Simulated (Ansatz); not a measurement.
**Two runs on AlNi$_{3}$**

System: AlNi$_{3}$ (Fm-3m, 4 atoms in the cell).
Method of run 1: DFT PBEsol, scalar-relativistic, plane waves, PAW, no spin polarisation (Ansatz 0.2.0).

The structure derives from a Materials Project entry. Text and figures count atoms from 1; the logs count them from 0 in places.

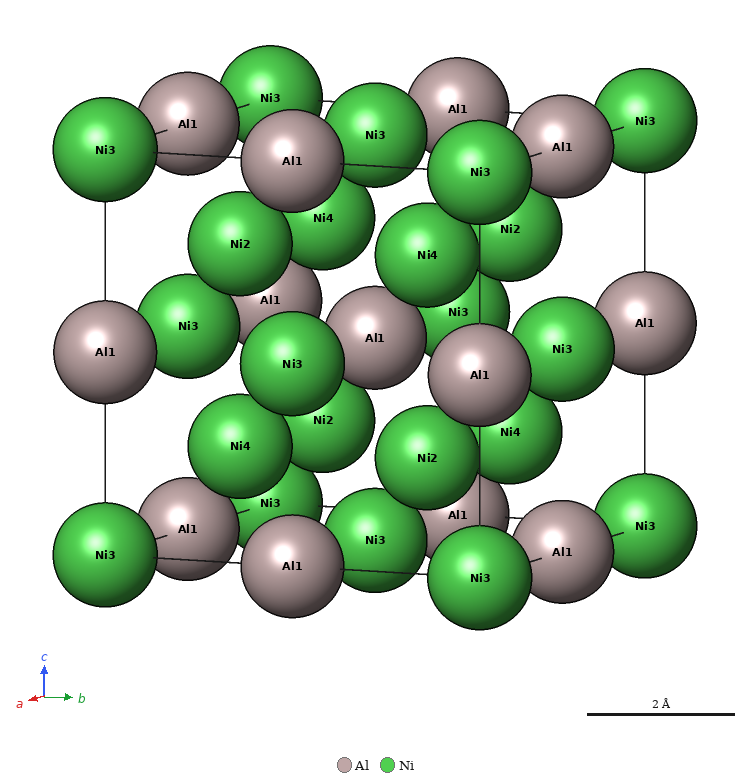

**Figure 1.** The structure as given in the input (spheres-only view of the cell 4 times as large as that of the calculation, set on its symmetry axes, seen slightly off an axis; atoms are numbered from 1 in the order of the input).

**The input, run 1**
```yaml
crystal:
  lattice:
    - [0.0, 2.8018887551, 2.8018887551]
    - [2.8018887551, 0.0, 2.8018887551]
    - [2.8018887551, 2.8018887551, 0.0]
  atoms:
    - { symbol: Al, position: [0.5, 0.5, 0.5] }
    - { symbol: Ni, position: [0.25, 0.25, 0.25] }
    - { symbol: Ni, position: [0.0, 0.0, 0.0] }
    - { symbol: Ni, position: [0.75, 0.75, 0.75] }
basis:
  ecutwfc: 500
  fft_grid_basis: typed
kpoints:
  mp_grid: { grid: [10, 10, 10] }
hamiltonian:
  xc: pbesol
scf:
  occupations: { method: gaussian, width: 0.05 }
output:
  forces: true
  stress: true
  eigenvalues: true
  bader: true
  write_density: true
  volumetric_format: npy
  elf: true
```

Command:
```bash
ansatz run input.yaml --threads 1 --pin off --max-ram 2560MiB --backend cpu --events-out ev --progress --plain --runs-dir out
```

Hardware: 1 thread of Arm Neoverse V1, 24 GiB of memory available, shared host.

**Output, shortened to warnings, some set-up lines, iterations and results (run 1)**
```
Basis set: ecut = 500 eV, 1139 PW (Γ), exchange–correlation on 60×60×60 points (8 copies of the dense FFT grid, shifted against one another)
Symmetry: 48 space group operations
k-points: 47 of 1000
Initial density: superposition of atomic densities (neutral atoms: chi_scale 0, normalization atom), corrected by the library's trained network
[...]
SCF iter   1: F=—  HF=-17941.039005 eV  |F-HF|=—  |Δ(HF+E_count)|=         —  Δρ=2.91e-2  dr2=2.44e-1  ethr=1.77e-3  ⟨swp⟩=5.9  Hψ=5922  notcnv=0
SCF iter   2: F=—  HF=-17941.011225 eV  |F-HF|=—  |Δ(HF+E_count)|=   2.78e-2  Δρ=8.15e-3  dr2=2.55e-2  ethr=4.29e-4  ⟨swp⟩=2.4  Hψ=2579  notcnv=0  defer=69
SCF iter   3: F=—  HF=-17941.008700 eV  |F-HF|=—  |Δ(HF+E_count)|=   2.53e-3  Δρ=2.17e-3  dr2=2.36e-3  ethr=4.48e-5  ⟨swp⟩=1.9  Hψ=1712  notcnv=0  defer=70
SCF iter   4: F=—  HF=-17941.008424 eV  |F-HF|=—  |Δ(HF+E_count)|=   2.76e-4  Δρ=4.43e-4  dr2=3.69e-5  ethr=4.15e-6  ⟨swp⟩=2.4  Hψ=2487  notcnv=0  defer=70
SCF iter   5: F=—  HF=-17941.008436 eV  |F-HF|=—  |Δ(HF+E_count)|=   1.19e-5  Δρ=1.82e-4  dr2=7.46e-6  ethr=6.47e-8  ⟨swp⟩=2.2  Hψ=2941  notcnv=0  defer=70
SCF iter   6: F=—  HF=-17941.008434 eV  |F-HF|=—  |Δ(HF+E_count)|=   1.38e-6  Δρ=7.05e-5  dr2=2.27e-6  ethr=1.31e-8  ⟨swp⟩=2.7  Hψ=2347  notcnv=0  defer=70
SCF iter   7: F=—  HF=-17941.008434 eV  |F-HF|=—  |Δ(HF+E_count)|=   1.55e-7  Δρ=1.70e-5  dr2=1.43e-7  ethr=3.98e-9  ⟨swp⟩=1.0  Hψ=1575  notcnv=0  defer=70
SCF iter   8: F=-17941.008434 eV  HF=-17941.008434 eV  |F-HF|=1.37e-9  |Δ(HF+E_count)|=   6.57e-9  Δρ=2.19e-6  dr2=1.46e-9  ethr=1.75e-10  ⟨swp⟩=8.4  Hψ=7308  notcnv=0
SCF 1 converged in 8 iterations: F = -17941.008434 eV  dr2 = 1.46e-9
SCF converged after 8 iterations
Free energy (F): -17941.008434 eV
Harris-Foulkes:  -17941.008434 eV  (|F-HF|=1.37e-9)
Internal energy: -17941.006000 eV  (E = F + TS)
E sigma→0 (E₀):  -17941.007217 eV
Entropy (-TS):   -0.002435 eV (-0.609 meV/atom)
Fermi energy:    16.289818 eV
--- Per-component energies (eV) ---
  E_band       = -905.368717
  E_kinetic    = 881.073549
  E_local      = -11858.702337  (includes V_loc(G=0)·N_el)
  E_nonlocal   = 1926.398473
  E_hartree    = 5046.829426
  E_xc         = -295.479468
  E_vxc        = -360.596046  (∫ρ·V_xc dr)
  E_paw        = -5246.602211  (= ΣΔE_a)
  E_vpaw       = -1587.202178  (= ΣTr[D̂ρ^β])
  E_aug_tail   = 0.000675  (compensation charges beyond the density's cutoff)
  E_ewald      = -8395.135113
  E_core_change = 0.611006  (= ΣΔE_core)
  E_smearing   = -0.002435  (= −TS)
  E_closure    = -0.000000  (closes the sum)
  Σ components = -17941.008434   (vs F -17941.008434, Δ=0.00e0)
--- Forces (eV/Å), atoms counted from 1 ---
  atom   1  Al    -0.00000000     0.00000000     0.00000000
  atom   2  Ni    -0.00000000    -0.00000000     0.00000000
  atom   3  Ni    -0.00000000    -0.00000000     0.00000000
  atom   4  Ni    -0.00000000    -0.00000000    -0.00000000
  max |Σ_I F_I| component: 8.33e-17 eV/Å
--- Stress (GPa, compression-positive) ---
       -0.775268       0.000000      -0.000000
        0.000000      -0.775268      -0.000000
        0.000000       0.000000      -0.775268
  P = ⅓ Tr σ = -0.7753 GPa (-7.753 kbar)
--- Bader charges: 4 sites ---
  site symbol  charge [e]  shift [e]
     0     Al      1.8418     0.0014
     1     Ni     -0.8099     0.0001
     2     Ni     -0.2221     0.0016
     3     Ni     -0.8099     0.0001
  estimated error of the sums over rays = 3.3e-4 e
```

Run 2 used a changed input.

**The two runs side by side**

```tsv
quantity	run 1	run 2
outcome	converged	converged
free energy per atom (eV)	−4485.2521	−4486.0632
energy per atom, smearing taken to zero (eV)	−4485.2518	−4486.0627
gap on the mesh (eV)	0.00	0.00
pressure (GPa)	−0.78	3.40
largest force (eV/Å)	0.000	0.000
SCF iterations	8	9
irreducible k-points	47	47
plane waves at Γ	1139	1139
wall time (shared host)	37 s	36 s
```

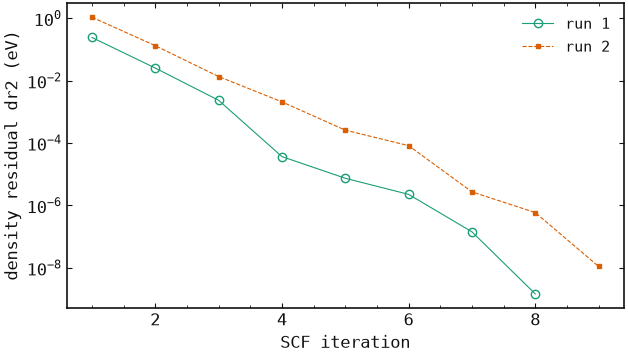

**Figure 2.** Convergence of the two runs: density residual dr2 against the SCF iteration. Run 1 takes 8 iterations in all, and run 2 takes 9.

What was changed in the input?

The change (lines with − go, lines with + come):
```diff
+total_charge: 0.2
-  elf: true
```

The total energies belong to different systems, so their difference says nothing on which is more stable or more accurate. The pressure goes from −0.78 to 3.40 GPa. A charged cell is computed with a uniform neutralising background, so its energy and pressure depend on the cell and aren't those of a real crystal. The SCF takes 9 iterations against 8.

**Output, shortened to warnings, some set-up lines, iterations and results (run 2)**
```
Basis set: ecut = 500 eV, 1139 PW (Γ), exchange–correlation on 60×60×60 points (8 copies of the dense FFT grid, shifted against one another)
Symmetry: 48 space group operations
k-points: 47 of 1000
Initial density: superposition of atomic densities (neutral atoms scaled as one to the charged cell's electrons: chi_scale 0, normalization atom), corrected by the library's trained network
[...]
SCF iter   1: F=—  HF=-17944.399788 eV  |F-HF|=—  |Δ(HF+E_count)|=         —  Δρ=5.95e-2  dr2=1.09e0  ethr=1.77e-3  ⟨swp⟩=5.9  Hψ=5854  notcnv=0
SCF iter   2: F=—  HF=-17944.270581 eV  |F-HF|=—  |Δ(HF+E_count)|=   1.29e-1  Δρ=1.70e-2  dr2=1.33e-1  ethr=1.77e-3  ⟨swp⟩=2.1  Hψ=2263  notcnv=0  defer=73
SCF iter   3: F=—  HF=-17944.252899 eV  |F-HF|=—  |Δ(HF+E_count)|=   1.77e-2  Δρ=4.12e-3  dr2=1.36e-2  ethr=2.34e-4  ⟨swp⟩=3.0  Hψ=2949  notcnv=0  defer=75
SCF iter   4: F=—  HF=-17944.253541 eV  |F-HF|=—  |Δ(HF+E_count)|=   6.42e-4  Δρ=2.19e-3  dr2=2.10e-3  ethr=2.40e-5  ⟨swp⟩=2.0  Hψ=2640  notcnv=0  defer=75
SCF iter   5: F=—  HF=-17944.252937 eV  |F-HF|=—  |Δ(HF+E_count)|=   6.04e-4  Δρ=6.84e-4  dr2=2.60e-4  ethr=3.69e-6  ⟨swp⟩=2.0  Hψ=1990  notcnv=0  defer=75
SCF iter   6: F=—  HF=-17944.252887 eV  |F-HF|=—  |Δ(HF+E_count)|=   4.99e-5  Δρ=4.46e-4  dr2=8.29e-5  ethr=4.58e-7  ⟨swp⟩=2.4  Hψ=2294  notcnv=0  defer=75
SCF iter   7: F=—  HF=-17944.252868 eV  |F-HF|=—  |Δ(HF+E_count)|=   1.94e-5  Δρ=8.43e-5  dr2=2.73e-6  ethr=1.46e-7  ⟨swp⟩=2.1  Hψ=1855  notcnv=0  defer=75
SCF iter   8: F=—  HF=-17944.252867 eV  |F-HF|=—  |Δ(HF+E_count)|=   7.84e-8  Δρ=3.66e-5  dr2=5.92e-7  ethr=4.81e-9  ⟨swp⟩=2.0  Hψ=2136  notcnv=0  defer=75
SCF iter   9: F=-17944.252867 eV  HF=-17944.252867 eV  |F-HF|=7.48e-9  |Δ(HF+E_count)|=   6.16e-8  Δρ=5.62e-6  dr2=1.11e-8  ethr=1.76e-10  ⟨swp⟩=8.9  Hψ=8445  notcnv=0
SCF 1 converged in 9 iterations: F = -17944.252867 eV  dr2 = 1.11e-8
SCF converged after 9 iterations
Free energy (F): -17944.252867 eV
Harris-Foulkes:  -17944.252867 eV  (|F-HF|=7.48e-9)
Internal energy: -17944.248886 eV  (E = F + TS)
E sigma→0 (E₀):  -17944.250877 eV
Entropy (-TS):   -0.003981 eV (-0.995 meV/atom)
Fermi energy:    16.158535 eV
--- Per-component energies (eV) ---
  E_band       = -911.784750
  E_kinetic    = 877.110666
  E_local      = -11853.272062  (includes V_loc(G=0)·N_el)
  E_nonlocal   = 1922.678137
  E_hartree    = 5041.211650
  E_xc         = -293.408401
  E_vxc        = -357.891506  (∫ρ·V_xc dr)
  E_paw        = -5244.045443  (= ΣΔE_a)
  E_vpaw       = -1582.836326  (= ΣTr[D̂ρ^β])
  E_aug_tail   = 0.000675  (compensation charges beyond the density's cutoff)
  E_ewald      = -8395.135113
  E_core_change = 0.611006  (= ΣΔE_core)
  E_smearing   = -0.003981  (= −TS)
  E_closure    = 0.000000  (closes the sum)
  E_deformation_potential = 5.220323  (in the stress; not in F)
  Σ components = -17944.252867   (vs F -17944.252867, Δ=0.00e0)
--- Forces (eV/Å), atoms counted from 1 ---
  atom   1  Al    -0.00000000    -0.00000000    -0.00000000
  atom   2  Ni     0.00000000     0.00000000     0.00000000
  atom   3  Ni    -0.00000000     0.00000000     0.00000000
  atom   4  Ni     0.00000000     0.00000000    -0.00000000
  max |Σ_I F_I| component: 9.25e-17 eV/Å
--- Stress (GPa, compression-positive) ---
        3.404376      -0.000000       0.000000
       -0.000000       3.404376       0.000000
        0.000000      -0.000000       3.404376
  P = ⅓ Tr σ = 3.4044 GPa (34.044 kbar)
--- Bader charges: 4 sites ---
  site symbol  charge [e]  shift [e]
     0     Al      1.8640     0.0017
     1     Ni     -0.7457     0.0001
     2     Ni     -0.1726     0.0018
     3     Ni     -0.7457     0.0001
  estimated error of the sums over rays = 4.5e-4 e
```

For both runs: The run has no spin polarisation, so a magnetic state may lie lower.
